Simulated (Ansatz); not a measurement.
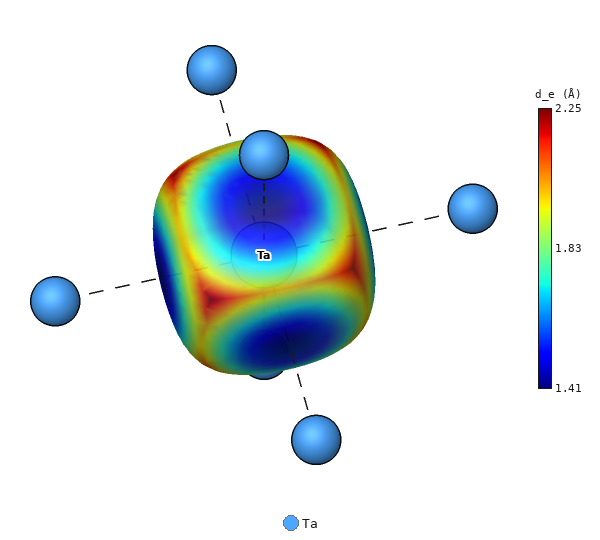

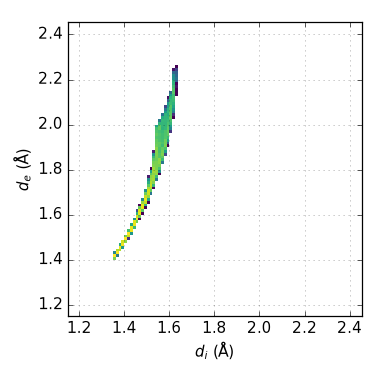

Hirshfeld surface computed for one Ta atom in Ta (Pm-3m), coloured by d_e. Dashed lines lead to the closest neighbours outside. The second picture is its fingerprint plot, coloured by area on a logarithmic scale (dark little, yellow much).

The surface is where the fragment's share of the procrystal density (the sum of the densities of spherically averaged neutral Hartree-Fock atoms) equals one half. d_i and d_e are the distances from the surface to the nearest nucleus inside and outside. From Rb on the atoms have core potentials, so only their outer electrons count.

Source of the atomic positions: the geometry relaxed with Ansatz 0.2.0, DFT, RPBE, plane waves (420 eV) with PAW, scalar-relativistic; the starting structure was generated, so it need not be a known form of this composition.

```xyz
1
Lattice="2.7602 0.0000 0.0000 0.0000 2.7602 0.0000 0.0000 0.0000 2.7602" Properties=species:S:1:pos:R:3 pbc="T T T"
Ta    0.0000    0.0000    0.0000
```

Question: What is the shortest distance from the fragment to an atom outside it?

Answer: Ta–Ta, 2.76 Å.

Question: How is the surface shared among contacts (nearest atom inside ··· nearest atom outside)?

Answer: Ta···Ta 100 %. The surface faces 6 neighbours with more than 2 % of its area each: 6 Ta.

Question: Give the size and shape of the surface.

Answer: It encloses about 14.2 Å³, has an area of about 29 Å² and a globularity of 0.98 (1 for a sphere).

Question: Where does the fingerprint reach closest to the origin?

Answer: The smallest d_i + d_e is about 2.8 Å, which belongs to the shortest contact, Ta···Ta at 2.76 Å; d_e runs from 1.41 to 2.25 Å.
